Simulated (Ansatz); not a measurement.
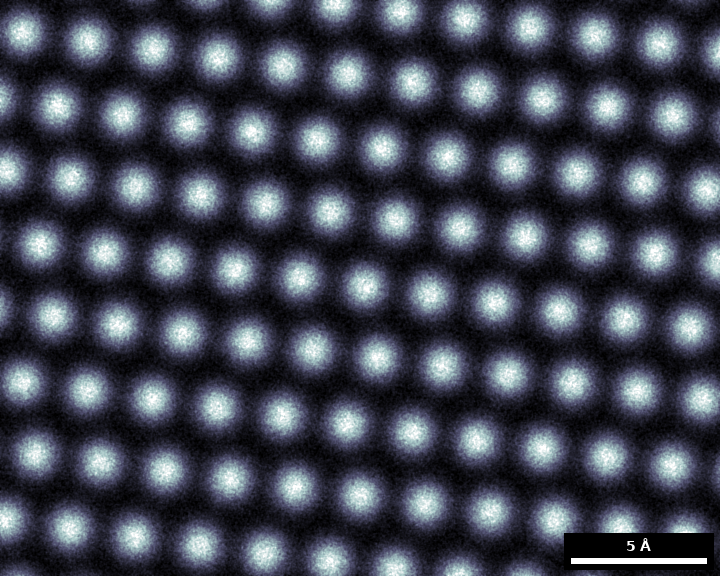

Dark-field STEM-like image of Nb (P6_3/mmc, No. 194). Simulated incoherent Z contrast: every atom adds Z^1.6 spread by a probe of 1.30 Å full width; channelling and multiple scattering are left out. The probe carries 25 % of its weight in a tail 2.5 times as wide. Shot noise was added. Structure used: a calculation's starting geometry; the starting structure was generated, so it need not be a known form of this composition.

```xyz
2
Lattice="2.8115 0.0000 0.0000 -1.4058 2.4348 0.0000 0.0000 0.0000 5.1605" Properties=species:S:1:pos:R:3 pbc="T T T"
Nb    0.0000    1.6232    1.2901
Nb    1.4058    0.8116    3.8704
```

Along which zone axis is the crystal seen: [100], [211], [001] or [310]? (Directions equivalent by symmetry count as one.)

[100]. The projected cells are 2.43 × 5.16 Å, 90° for [100]; 2.26 × 2.26 Å, 103° for [211]; 2.81 × 2.81 Å, 120° for [001]; 0.92 × 5.16 Å, 90° for [310], and the image repeats as the [100] one does.
